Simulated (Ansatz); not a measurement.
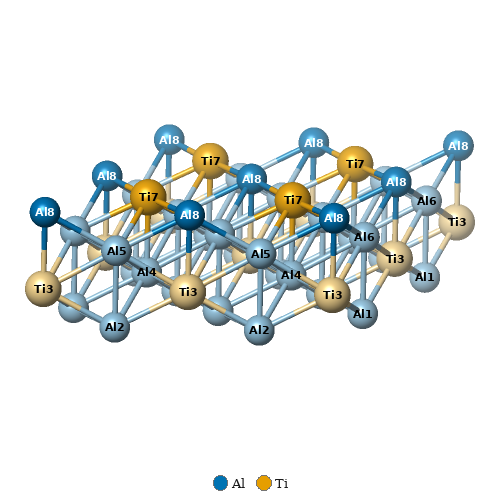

The system is H on a TiAl₃(110) slab cut from the I4/mmm phase, its upper half relaxed before the scan (8 atoms of substrate and one adsorbate in a 1 × 1 cell); the picture shows it without the atoms that are moved over the map. 
- H is moved over the surface cell at a fixed height above a rigid substrate; the origin of the map has the adsorbate above Al8; the height is held at 3.10 Å.
- Places are given modulo a cell vector. The map is drawn in real space over the plane of the surface.
- The grid has 6 × 6 points; 13 points were computed and 23 follow by symmetry.
- All energies are given in meV relative to the lowest grid point.
- The runs have no spin polarisation, so an open-shell adsorbate far from the surface lies too high. With one adsorbate in each 1 × 1 cell, its nearest image is 5.0 Å away, so neighbouring adsorbates interact. At a fixed height the lowest place need not be the adsorption site.
- Theory: Ansatz, DFT PBE+D3(BJ), scalar-relativistic, plane waves, PAW. Settings: cutoff 420 eV, k-mesh 6×6×1, gaussian smearing 0.1 eV, no spin polarisation.

Range: position of H9 along the first surface vector from 0.000 to 0.833; position of H9 along the second surface vector from 0.000 to 0.833.

### What will the energy surface look like?

The lowest grid point is at the top site over a surface Ti atom, (3/6, 3/6) of the cell vectors. It is the only kind of minimum in the scanned range. The highest grid point, (1/6, 2/6) of the cell vectors [nearest 1 Ti at 3.84 Å and 1 Al at 3.78 Å], lies 284 meV above the lowest. On the interpolated surface the easiest way out of the lowest well to its copy in the next cell or period passes a barrier of about 33 meV. At the lowest point the adsorbate has 1 Ti at 3.16 Å as nearest neighbours, at the highest 1 Ti at 3.84 Å and 1 Al at 3.78 Å.

```csv
"second ↓, first →",0/6,1/6,2/6,3/6,4/6,5/6
5/6,98,24,81,205,284,234
4/6,222,81,9,67,202,284
3/6,278,205,67,0,67,205
2/6,222,284,202,67,9,81
1/6,98,234,284,205,81,24
0/6,33,98,222,278,222,98
```

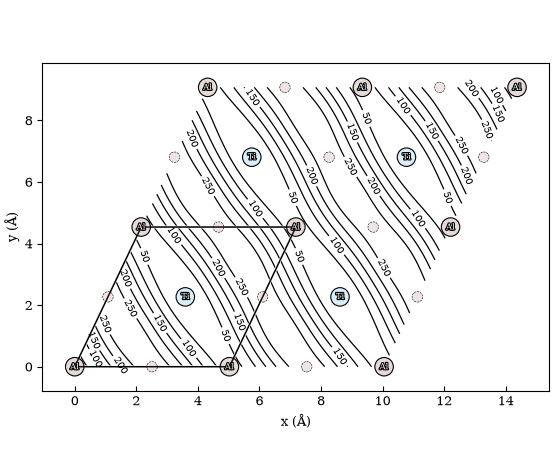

In the figure: contour lines labelled in meV, labelled circles for the atoms of the top layer and small ones for the second layer, the outline of one cell of the 2 × 2 shown. Between grid points the surface is interpolated.

The whole map (13 points run) took 6.8 min on 1 thread of Arm Neoverse V1, with other jobs on the host.

PAW datasets: the set soft_1.
